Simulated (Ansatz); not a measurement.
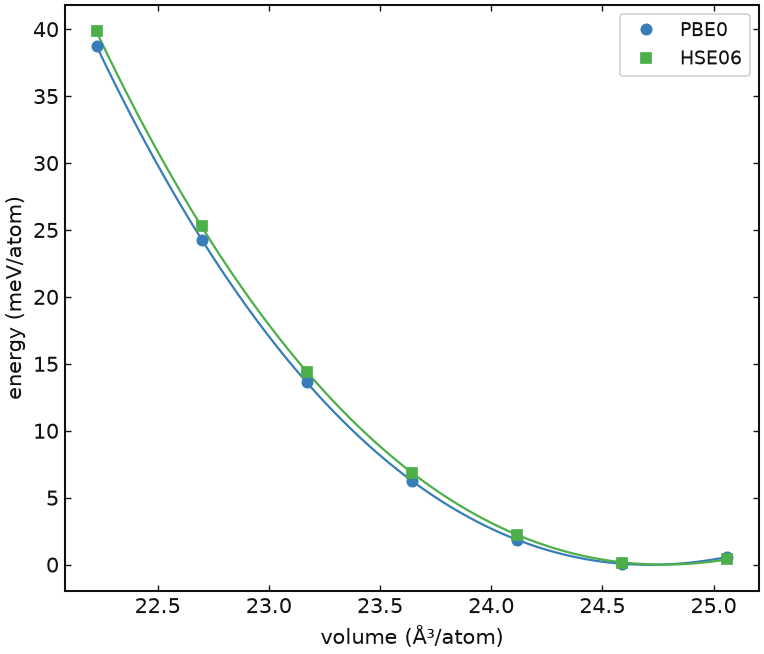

The figure shows the energy against volume, with one curve for each functional, for AgBr (space group Fm-3m).

Computed with Ansatz 0.2.0: plane-wave DFT, no spin polarisation; energies at scaled volumes of the given cell, shape and fractions fixed, counted from the fit's minimum, third-order Birch-Murnaghan fit. All runs: no spin polarisation.

k mesh 6×6×6; occupations Fermi–Dirac; smearing width 0.05 eV; potentials Ansatz PAW; wave cutoff 420 eV; density cutoff 1680 eV.

Order the curves by fitted equilibrium volume, smallest first.

Answer. PBE0 24.713, HSE06 24.775 Å³/atom.

Order the curves by fitted bulk modulus, smallest first.

Answer. HSE06 38.5, PBE0 39.5 GPa.
